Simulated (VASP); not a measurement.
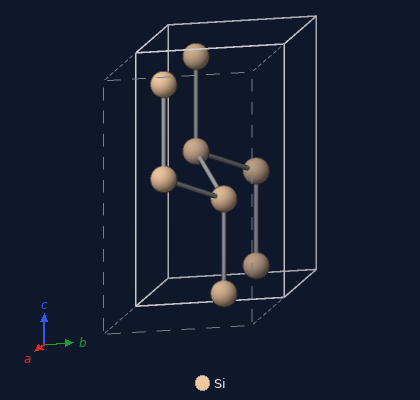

Si, space group P6_3/mmc (No. 194), a = 3.831 Å, b = 3.831 Å, c = 6.333 Å, α = 90.00°, β = 90.00°, γ = 120.00°. Source: the end point of a relaxation with VASP Kohn-Sham DFT of a periodic cell, r2SCAN, VASP PAW PBE potentials, recommended in VASP 6.6.1. Forms under 0.4 % of the area are left out.

> What shape follows from the Bravais–Friedel–Donnay–Harker rule?

The forms computed, by share of the surface:

```csv
form,faces,d (Å),share of area (%)
{100},6,3.318,40.4
{101},12,2.939,39.3
{002},2,3.166,20.3
```

The crystal is roughly equant (blocky). Widths along a, b and c stand as 1.00 : 1.00 : 0.91.

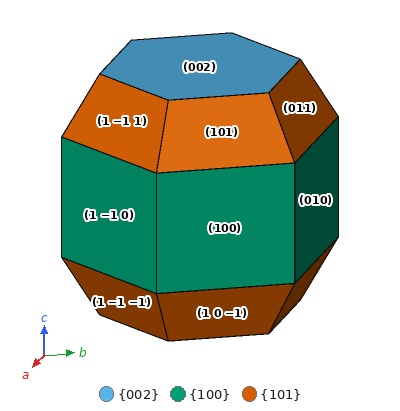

The computed shape, faces indexed. The rule is geometric and ignores bonding and growth conditions.
